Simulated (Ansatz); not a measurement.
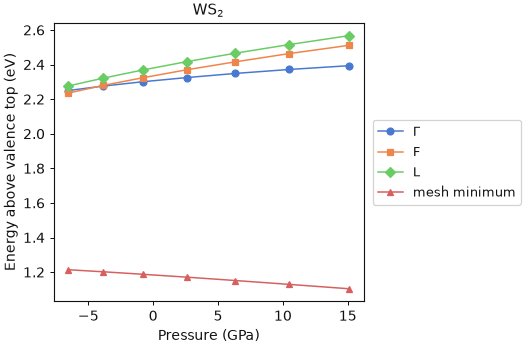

Lowest conduction level at each named k point, counted from the valence-band top at Z, and the lowest one over the whole k mesh (the mesh minimum, which lies off these points). In reduced coordinates of the cell that was run, F is (0.5, 0.5, 0), L is (0.5, 0, 0) and Z is (0.5, 0.5, 0.5).

System: WS₂, space group R3m, 3 atoms in the primitive cell. The cell is scaled at fixed shape and fractional positions. At 17.74 Å³/atom, a = 3.158 Å, c = 18.490 Å (hexagonal axes). Computed with Ansatz 0.2.0: r2SCAN, Ansatz PAW, no spin polarisation, no spin-orbit coupling, 10×10×10 k mesh, 500 eV cutoff, Fermi-Dirac smearing of 0.05 eV.

Q: How does each level move from −6.6 GPa to 15.1 GPa?

A: Γ rises by 0.14 eV, F rises by 0.27 eV, L rises by 0.29 eV and the mesh minimum falls by 0.11 eV.

Q: What are the pressure coefficients?

A: Straight lines through the points have slopes of +7 at Γ, +13 at F, +13 at L and −5 at the mesh minimum (meV per GPa).

The values:
| pressure | Γ (eV) | F (eV) | L (eV) | mesh minimum (eV) | volume (Å³/atom) |
| --- | --- | --- | --- | --- | --- |
| −6.6 GPa | 2.25 | 2.24 | 2.28 | 1.21 | 18.81 |
| −3.8 GPa | 2.28 | 2.28 | 2.32 | 1.20 | 18.45 |
| −0.8 GPa | 2.30 | 2.32 | 2.37 | 1.19 | 18.10 |
| 2.6 GPa | 2.33 | 2.37 | 2.42 | 1.17 | 17.74 |
| 6.3 GPa | 2.35 | 2.42 | 2.47 | 1.15 | 17.39 |
| 10.5 GPa | 2.37 | 2.46 | 2.52 | 1.13 | 17.03 |
| 15.1 GPa | 2.39 | 2.51 | 2.57 | 1.10 | 16.68 |

Spin-orbit coupling is left out, which matters for W. The PAW data sets were made with another functional. LDA, GGA and most meta-GGA functionals understate gaps.
